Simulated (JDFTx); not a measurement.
# TiAl: single-point calculation

System: TiAl (P4/mmm, 2 atoms in the cell).
Method: Kohn-Sham DFT of a periodic cell, PBEsol, PseudoDojo-SR-PBEsol-0.4.1-standard, no spin polarisation (JDFTx 1.7.0 (patched build)).

The structure derives from an entry of the Crystallography Open Database.

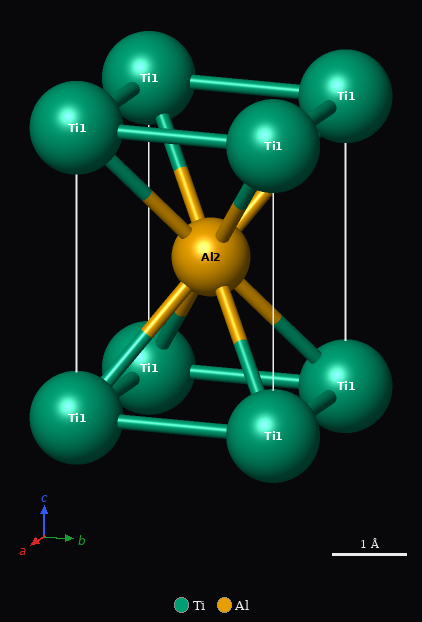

*The structure as given in the input (ball-and-stick view of the cell of the calculation, seen slightly off an axis; atoms are numbered from 1 in the order of the input). An atom can appear more than once, as a periodic image.*

## Input
```
lattice \
    5.3617199334     0.0000000000     0.0000000000 \
    0.0000000000     5.3617199334     0.0000000000 \
    0.0000000000     0.0000000000     7.6705873125
coords-type Lattice
ion Ti     0.0000000000     0.0000000000     0.0000000000 1
ion Al     0.5000000000     0.5000000000     0.5000000000 1

ion-species pseudo/Ti.upf
ion-species pseudo/Al.upf
elec-cutoff 42 336
elec-ex-corr gga-PBEsol
kpoint-folding 9 9 7
elec-smearing Fermi 0.0018374661
elec-n-bands 13
electronic-SCF nIterations 100 energyDiffThreshold 1e-09
electronic-minimize nIterations 30 energyDiffThreshold 1e-7
converge-empty-states yes
forces-output-coords Cartesian

dump-name run.$VAR
dump End Ecomponents EigStats BandEigs Kpoints Forces Stress ElecDensity Dtot KEdensity
```

Machine: 1 thread of Intel Xeon (Granite Rapids), 64 GiB of memory available, shared host.

Run as:
```bash
jdftx -c 1 -i TiAl.in -o TiAl.out
```

## What the program printed
```
*************** JDFTx 1.7.0 (patched build) ***************

Input parsed successfully to the following command list (including defaults):
[... the input with its defaults ...]

---------- Setting up symmetries ----------

Found 16 point-group symmetries of the bravais lattice
Found 16 space-group symmetries with basis
Applied RMS atom displacement 0 bohrs to make symmetries exact.

---------- Initializing the Grid ----------
R =
[      5.36172            0            0  ]
[            0      5.36172            0  ]
[            0            0      7.67059  ]
unit cell volume = 220.514
G =
[    1.17186          0          0  ]
[          0    1.17186          0  ]
[          0          0   0.819127  ]
Minimum fftbox size, Smin = [  48  48  64  ]
Chosen fftbox size, S = [  48  48  64  ]

---------- Initializing tighter grid for wavefunction operations ----------
R =
[      5.36172            0            0  ]
[            0      5.36172            0  ]
[            0            0      7.67059  ]
unit cell volume = 220.514
G =
[    1.17186          0          0  ]
[          0    1.17186          0  ]
[          0          0   0.819127  ]
Minimum fftbox size, Smin = [  32  32  48  ]
Chosen fftbox size, S = [  32  32  48  ]

---------- Exchange Correlation functional ----------
Initalized PBEsol GGA exchange.
Initalized PBEsol GGA correlation.

---------- Setting up pseudopotentials ----------
Width of ionic core gaussian charges (only for fluid interactions / plotting) set to 0

Reading pseudopotential file 'pseudo/Ti.upf':
  'Ti' pseudopotential, 'PBESOL' functional
  Generated using ONCVPSP code by D. R. Hamann
  12 valence electrons, 4 orbitals, 6 projectors, 1001 radial grid points, with lMax = 2
    3S    l: 0   occupation:  2.0   eigenvalue: -2.295026
    3P    l: 1   occupation:  6.0   eigenvalue: -1.424955
    3D    l: 2   occupation:  2.0   eigenvalue: -0.157121
    4S    l: 0   occupation:  2.0   eigenvalue: -0.164537
  Core radius for overlap checks: 1.61 bohrs.

Reading pseudopotential file 'pseudo/Al.upf':
  'Al' pseudopotential, 'PBESOL' functional
  Generated using ONCVPSP code by D. R. Hamann
  3 valence electrons, 2 orbitals, 6 projectors, 1001 radial grid points, with lMax = 2
    3S    l: 0   occupation:  2.0   eigenvalue: -0.283523
    3P    l: 1   occupation:  1.0   eigenvalue: -0.098840
  Core radius for overlap checks: 1.74 bohrs.

Initialized 2 species with 2 total atoms.

Folded 1 k-points by 9x9x7 to 567 k-points.

---------- Setting up k-points, bands, fillings ----------
Reduced to 60 k-points under symmetry.
Computing the number of bands and number of electrons
Calculating initial fillings.
nElectrons:  15.000000   nBands: 13   nStates: 60

----- Setting up reduced wavefunction bases (one per k-point) -----
average nbasis = 2867.233 , ideal nbasis = 2866.849

---------- Setting up ewald sum ----------
Optimum gaussian width for ewald sums = 2.147257 bohr.
Real space sum over 1089 unit cells with max indices [  5  5  4  ]
Reciprocal space sum over 1815 terms with max indices [  5  5  7  ]

---------- Allocating electronic variables ----------
Initializing wave functions:  linear combination of atomic orbitals
Ti pseudo-atom occupations:   s ( 2 2 )  p ( 6 )  d ( 2 )
Al pseudo-atom occupations:   s ( 2 )  p ( 1 )
	FillingsUpdate:  mu: +0.447058288  nElectrons: 15.000000
LCAOMinimize: Iter:   0  F: -60.3568728948568634  |grad|_K:  1.374e-03  alpha:  1.000e+00
	FillingsUpdate:  mu: +0.420778618  nElectrons: 15.000000
LCAOMinimize: Iter:   1  F: -60.3602645146253494  |grad|_K:  2.054e-04  alpha:  2.705e-01  linmin:  3.593e-02  cgtest: -3.400e-01
	FillingsUpdate:  mu: +0.420545963  nElectrons: 15.000000
[... 5 lines of inner loops ...]
LCAOMinimize: Iter:   4  F: -60.3604393146578957  |grad|_K:  4.265e-06  alpha:  6.230e-01  linmin: -5.669e-04  cgtest:  3.156e-03
	FillingsUpdate:  mu: +0.422653259  nElectrons: 15.000000
LCAOMinimize: Iter:   5  F: -60.3604393497717027  |grad|_K:  8.152e-07  alpha:  2.857e-01  linmin:  1.216e-04  cgtest: -7.105e-03
LCAOMinimize: Converged (|Delta F|<1.000000e-06 for 2 iters).

-------- Electronic minimization -----------
Will mix electronic density at each iteration.
	FillingsUpdate:  mu: +0.422653259  nElectrons: 15.000000
	FillingsUpdate:  mu: +0.411134028  nElectrons: 15.000000
SCF: Cycle:  0   F: -60.406499834111294   dF: -4.606e-02   |Residual|: 8.530e-02   |deigs|: 2.092e-02
	FillingsUpdate:  mu: +0.394899260  nElectrons: 15.000000
SCF: Cycle:  1   F: -60.413507222836706   dF: -7.007e-03   |Residual|: 2.454e-02   |deigs|: 2.423e-02
	FillingsUpdate:  mu: +0.397969373  nElectrons: 15.000000
SCF: Cycle:  2   F: -60.415001891063397   dF: -1.495e-03   |Residual|: 1.551e-02   |deigs|: 3.959e-03
	FillingsUpdate:  mu: +0.396485655  nElectrons: 15.000000
SCF: Cycle:  3   F: -60.415117437359285   dF: -1.155e-04   |Residual|: 3.974e-03   |deigs|: 3.078e-03
	FillingsUpdate:  mu: +0.397028003  nElectrons: 15.000000
SCF: Cycle:  4   F: -60.415125460805662   dF: -8.023e-06   |Residual|: 1.569e-03   |deigs|: 1.031e-03
	FillingsUpdate:  mu: +0.396739306  nElectrons: 15.000000
SCF: Cycle:  5   F: -60.415129887918212   dF: -4.427e-06   |Residual|: 2.684e-04   |deigs|: 5.848e-04
	FillingsUpdate:  mu: +0.396745306  nElectrons: 15.000000
SCF: Cycle:  6   F: -60.415130331550280   dF: -4.436e-07   |Residual|: 1.095e-04   |deigs|: 2.119e-04
	FillingsUpdate:  mu: +0.396759457  nElectrons: 15.000000
SCF: Cycle:  7   F: -60.415130526347248   dF: -1.948e-07   |Residual|: 2.408e-05   |deigs|: 7.552e-04
	FillingsUpdate:  mu: +0.396762189  nElectrons: 15.000000
SCF: Cycle:  8   F: -60.415130580807087   dF: -5.446e-08   |Residual|: 2.601e-05   |deigs|: 5.443e-04
	FillingsUpdate:  mu: +0.396758173  nElectrons: 15.000000
SCF: Cycle:  9   F: -60.415130601718978   dF: -2.091e-08   |Residual|: 6.467e-06   |deigs|: 2.878e-04
	FillingsUpdate:  mu: +0.396758380  nElectrons: 15.000000
SCF: Cycle: 10   F: -60.415130607205590   dF: -5.487e-09   |Residual|: 2.856e-06   |deigs|: 1.498e-04
	FillingsUpdate:  mu: +0.396758851  nElectrons: 15.000000
SCF: Cycle: 11   F: -60.415130609381308   dF: -2.176e-09   |Residual|: 1.351e-06   |deigs|: 1.074e-04
	FillingsUpdate:  mu: +0.396758678  nElectrons: 15.000000
SCF: Cycle: 12   F: -60.415130609934543   dF: -5.532e-10   |Residual|: 3.184e-06   |deigs|: 7.658e-05
	FillingsUpdate:  mu: +0.396758861  nElectrons: 15.000000
SCF: Cycle: 13   F: -60.415130610156510   dF: -2.220e-10   |Residual|: 2.068e-06   |deigs|: 6.345e-05
SCF: Converged (|Delta E|<1.000000e-09 for 2 iters).

Setting wave functions to eigenvectors of Hamiltonian
Converging empty states (this may take a while): |deigs|: 4.984e-04

# Stress tensor in Cartesian coordinates [Eh/a0^3]:
[  0.000145128            0            0  ]
[            0  0.000145128            0  ]
[            0            0  0.000112882  ]

# Ionic positions in lattice coordinates:
ion Ti   0.000000000000000   0.000000000000000   0.000000000000000 1
ion Al   0.500000000000000   0.500000000000000   0.500000000000000 1

# Forces in Cartesian coordinates:
force Ti   0.000000000000000   0.000000000000000   0.000000000000000 1
force Al  -0.000000000000000  -0.000000000000000   0.000000000000000 1

# Energy components:
   Eewald =      -39.8208456200222329
       EH =       16.7716824402463587
     Eloc =      -54.0956923840428061
      Enl =        0.8410375311736003
      Exc =       -9.7470321362869594
 Exc_core =        1.2355814694503782
       KE =       24.4007571806488066
-------------------------------------
     Etot =      -60.4145115188328532
       TS =        0.0006190913236568
-------------------------------------
        F =      -60.4151306101565098

IonicMinimize: Iter:   0  F: -60.415130610156510  |grad|_K:  9.271e-43
IonicMinimize: Converged (|grad|_K<1.000000e-04).

#--- Lowdin population analysis ---
# oxidation-state Ti +0.535
# oxidation-state Al -0.456

Dumping 'run.eigStats' ...
	eMin: -1.675954 at state 0 ( [ +0.000000 +0.000000 +0.000000 ] spin 0 )
	HOMO: +0.396666 at state 30 ( [ +0.111111 +0.333333 +0.285714 ] spin 0 )
	mu  : +0.396760
	LUMO: +0.397647 at state 31 ( [ +0.111111 +0.333333 +0.428571 ] spin 0 )
	eMax: +0.740706 at state 7 ( [ +0.000000 +0.111111 +0.428571 ] spin 0 )
	HOMO-LUMO gap: +0.000981
	Optical gap  : +0.010352 at state 27 ( [ +0.111111 +0.222222 +0.428571 ] spin 0 )
Done!
```

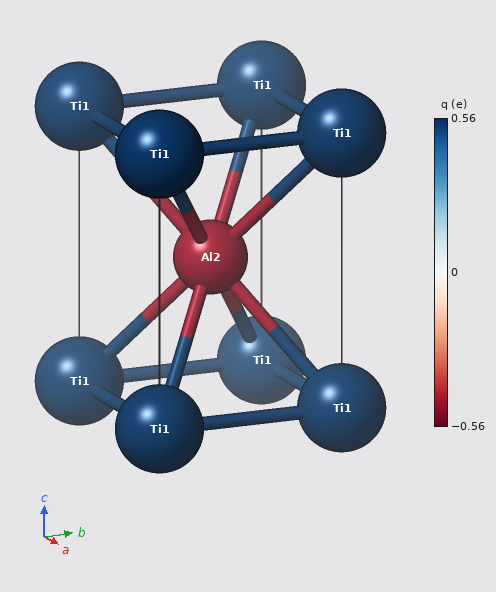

*Löwdin charges, as the colour of each atom (ball-and-stick view of the cell of the calculation, seen slightly off an axis; atoms are numbered from 1 in the order of the input).*

By element: Ti +0.54 and Al −0.46 e.

## Key numbers

- outcome: converged
- space group (tolerance 0.01 Å): P4/mmm (123)
- electrons treated: 15
- free energy: −1643.9795 eV
- Fermi energy: 10.796 eV
- gap on the k-point mesh: none (metallic)
- pressure: −3.95 GPa
- largest force (length of the vector): under 0.001 eV/Å
- wall time: 57 s
- peak memory: 0.18 GiB
